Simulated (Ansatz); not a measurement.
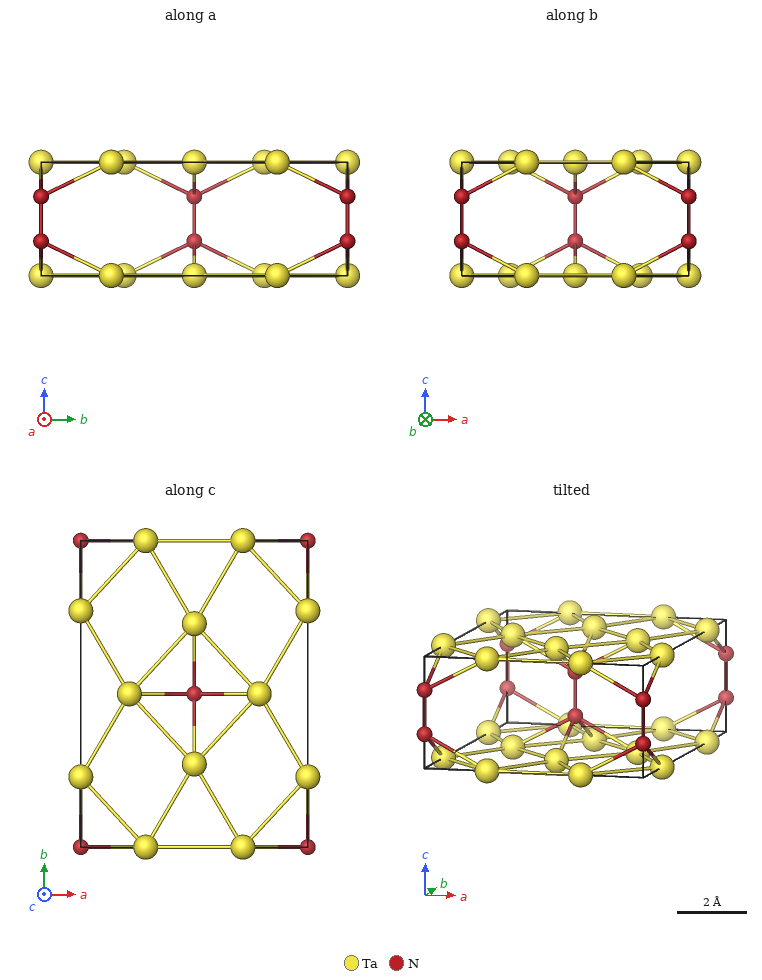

An orthographic ball-and-stick view of the structure, along the a axis, along the b axis, along the c axis and slightly off an axis. The conventional unit cell is drawn as a box.

Lattice parameters: a = 6.672 Å, b = 9.006 Å, c = 3.331 Å, α = 90.00°, β = 90.00°, γ = 90.00°. Put a along x and b in the xy plane.

**Give the structure in the form of a POSCAR file, with free fractional coordinates to two decimals.**

```
Ta N
1.0
     6.672    0.000    0.000
     0.000    9.006    0.000
     0.000    0.000    3.331
Ta N
8 4
Direct
  0.71 0.00 0.00
  0.29 0.00 0.00
  0.50 0.73 0.00
  0.50 0.27 0.00
  0.21 0.50 0.00
  0.79 0.50 0.00
  0.00 0.23 0.00
  0.00 0.77 0.00
  0.00 0.00 0.30
  0.00 0.00 0.70
  0.50 0.50 0.30
  0.50 0.50 0.70
```

The initial geometry was a random cell made by a generator, so it need not be a real form of the compound. What is shown is the relaxed result from DFT PBE, scalar-relativistic, plane waves, PAW (Ansatz 0.2.0).
